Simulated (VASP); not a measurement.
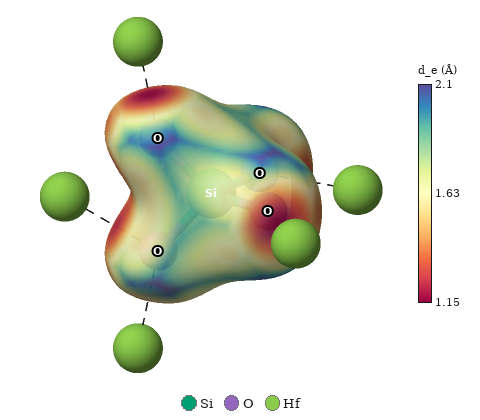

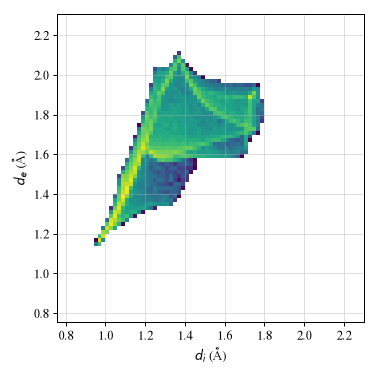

Hirshfeld surface computed for one SiO4 unit (covalently bonded non-metal atoms) in HfSiO4 in space group I4_1/amd, coloured by d_e. Dashed lines lead to the closest neighbours outside. The second picture is its fingerprint plot, coloured by area on a logarithmic scale (dark little, yellow much).

The surface is where the fragment's share of the procrystal density (the sum of the densities of spherically averaged neutral Hartree-Fock atoms) equals one half. d_i and d_e are the distances from the surface to the nearest nucleus inside and outside. From Rb on the atoms have core potentials, so only their outer electrons count.

The cell is taken from an entry of the Crystallography Open Database, as set up for an electronic-structure calculation.

```
CELL_PARAMETERS angstrom
6.57250 0.00000 0.00000
0.00000 6.57250 0.00000
0.00000 0.00000 5.96320
ATOMIC_POSITIONS crystal
Hf 0.00000 0.00000 0.00000
Hf 0.00000 0.50000 0.25000
Si 0.00000 0.00000 0.50000
Si 0.50000 0.00000 0.25000
O 0.31550 0.50000 0.18020
O 0.50000 0.81550 0.43020
O 0.18450 0.00000 0.68020
O 0.50000 0.18450 0.43020
O 0.31550 0.00000 0.06980
O 0.00000 0.18450 0.31980
O 0.68450 0.00000 0.06980
O 0.50000 0.31550 0.81980
Hf 0.50000 0.50000 0.50000
Hf 0.50000 0.00000 0.75000
Si 0.50000 0.50000 0.00000
Si 0.00000 0.50000 0.75000
O 0.81550 0.00000 0.68020
O 0.00000 0.31550 0.93020
O 0.68450 0.50000 0.18020
O 0.00000 0.68450 0.93020
O 0.81550 0.50000 0.56980
O 0.50000 0.68450 0.81980
O 0.18450 0.50000 0.56980
O 0.00000 0.81550 0.31980
```

### What is the shortest distance from the fragment to an atom outside it?

O–Hf, 2.11 Å.

### How is the surface shared among contacts (nearest atom inside ··· nearest atom outside)?

O···O 60 %, O···Hf 37 %, Si···O 1.8 %, Si···Si 0.7 %, O···Si 0.7 %. The surface faces 18 neighbours with more than 2 % of its area each: 12 O + 6 Hf.

### Give the size and shape of the surface.

It encloses about 40.5 Å³, has an area of about 63 Å² and a globularity of 0.91 (1 for a sphere).

### Where does the fingerprint reach closest to the origin?

The smallest d_i + d_e is about 2.1 Å, which belongs to the shortest contact, O···Hf at 2.11 Å; d_e runs from 1.15 to 2.10 Å.
